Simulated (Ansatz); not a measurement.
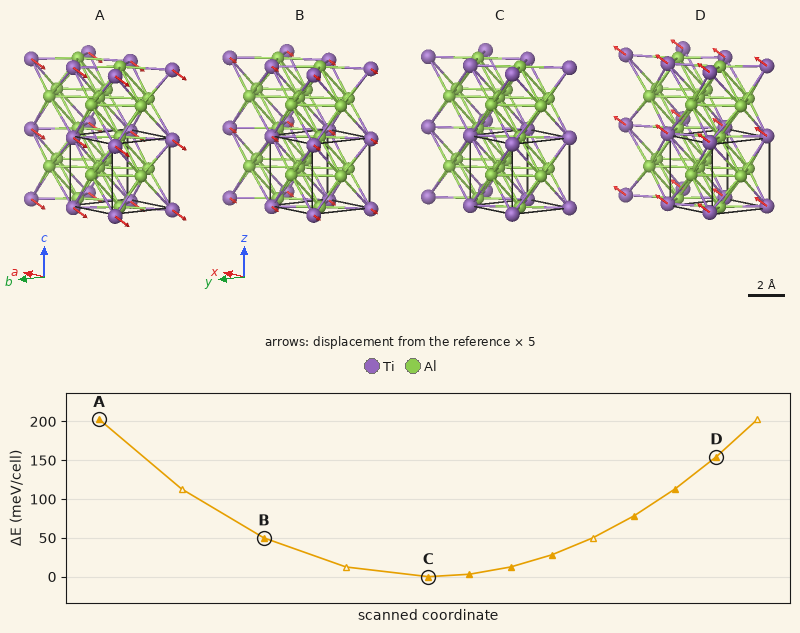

Frames of a one-coordinate scan of solid TiAl3 (Pm-3m). Hollow markers are points alike by symmetry, not computed again. The picture is a ball-and-stick view of the cell of the calculation, repeated 2 × 1 × 2 with one cell outlined, seen from a free direction. Red arrows: displacements from the reference.

The calculation used Ansatz 0.2.0, DFT r2SCAN, scalar-relativistic, plane waves, PAW. (plane-wave cutoff 500 eV; k-point mesh 12 × 12 × 12; occupations gaussian; smearing width 0.15 eV; no spin polarisation). Energies (free energies at the smearing named) are counted from the relaxed crystal.

Question: What is being scanned?

Answer: The Ti atom (one in each cell of 4 atoms) is moved along Cartesian [1 1 1], all else fixed. In the frames the displacement is −0.20 Å (A), −0.10 Å (B), 0.00 Å (C), 0.175 Å (D). The lowest computed point lies at the displacement 0.00 Å (0.0 meV/cell). The curvature at zero is about 10 eV/Å². The well is symmetric. At the highest point the shortest interatomic distance is 2.64 Å, against 2.80 Å in the reference. The distortion takes the space group from Pm-3m to R3m.
